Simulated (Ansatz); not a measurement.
**Al$_{3}$GaAs$_{4}$: density, localisation and related maps**

The calculation's input:

```
crystal:
  lattice:
    - [4.016218412, 0.0, 0.0]
    - [0.0, 4.0140646671, 5.6712097466]
    - [0.0, -4.0140646671, 5.6712097466]
  atoms:
    - { symbol: Al, position: [0.0, 0.0002139898, 0.0002139898] }
    - { symbol: Al, position: [0.5, 0.000686153, 0.4993492797] }
    - { symbol: Al, position: [0.5, 0.4993492797, 0.000686153] }
    - { symbol: Ga, position: [0.0, 0.4999047583, 0.4999047583] }
    - { symbol: As, position: [0.5, 0.1248600883, 0.1248600883] }
    - { symbol: As, position: [0.0, 0.1243613167, 0.6251682731] }
    - { symbol: As, position: [0.0, 0.6251682731, 0.1243613167] }
    - { symbol: As, position: [0.5, 0.6254561411, 0.6254561411] }
kpoints:
  mp_grid: { grid: [4, 2, 2] }
  band_path:
    path:
      - [0.0, 0.0, 0.0]
      - [0.0, 0.5, 0.5]
      - [0.0, 0.6247558878, 0.3752441122]
      - [0.0, 0.3752441122, -0.3752441122]
      - [0.5, 0.0, 0.0]
      - [0.5, 0.3752441122, -0.3752441122]
      - [0.5, 0.6247558878, 0.3752441122]
      - [0.5, 0.5, 0.5]
      - [0.0, 0.5, 0.0]
    npoints: 1
hamiltonian:
  xc: hse06
scf:
  occupations: { method: fixed }
  n_extra_bands: 6
output:
  forces: true
  stress: true
  eigenvalues: true
  write_density: true
  write_potential: true
  elf: true
  volumetric_format: npy
```

Command:

```sh
ansatz run input.yaml --threads 4 --pin off --max-ram 6451MiB --backend cpu --events-out ev --progress --plain --runs-dir out
```

Below, planes, directions and counts refer to the conventional cell (a = 4.02 Å, b = 8.03 Å, c = 11.34 Å, α = 90.00°, β = 90.00°, γ = 90.00°).

Space group Amm2; started from the ordered alloy on zincblende lattice prototype, which need not be the ambient phase.

The calculation used DFT, HSE06, plane waves, PAW (Ansatz).

In a PAW calculation such maps are meaningful between the atoms, not at the nuclei.

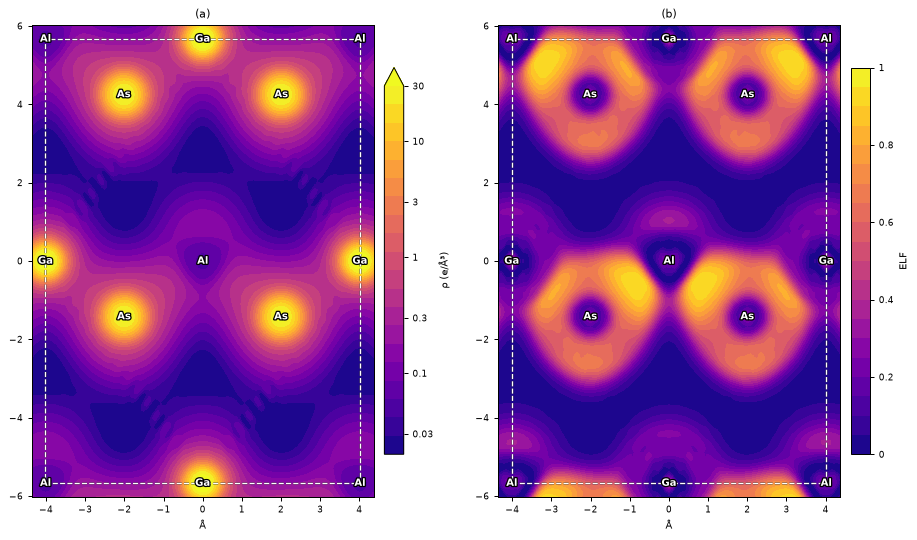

Figure 1. (a) valence electron density; (b) electron localisation function on the (100) plane of the conventional cell.

Q: Describe what can be read from this map.

A: The plane passes through Al, Ga and As nuclei. Al–As (2.46 Å): the density is about 0.49 e/Å³ at the midpoint; the ELF peaks at about 0.95 between the atoms; localised, covalent bonding. Ga–As (2.46 Å): the density is about 0.49 e/Å³ at the midpoint; the ELF peaks at about 0.80 between the atoms: a covalent bond. Between the atoms the lowest density in this plane is 0.003 e/Å³.

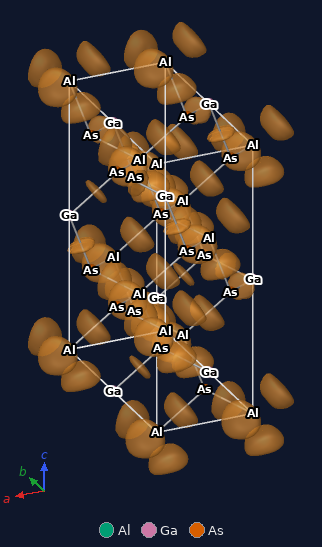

Figure 2. Isosurface of the electron localisation function at 0.75 (orange), seen at an oblique angle. Only the valence region is drawn (cores and ρ < 0.01 e/Å³ removed). Sticks mark near contacts.

Q: Where are the electrons localised?

A: At this value the surface marks out 24 regions between bonded Al–As atoms (shared pairs) and eight regions between bonded As–Ga atoms (shared pairs), counted in one cell of 16 atoms. Regions shared between cells count once. Profiles from the grid: Al–As (2.45 Å): the ELF peaks at about 0.95 between the atoms, as expected for a shared electron pair.

Q: Metal or insulator at this level of theory?

A: It is gapped, with a Kohn–Sham gap of 2.0 eV on the k-point mesh (the band edges may lie off the mesh, which would make the gap smaller).
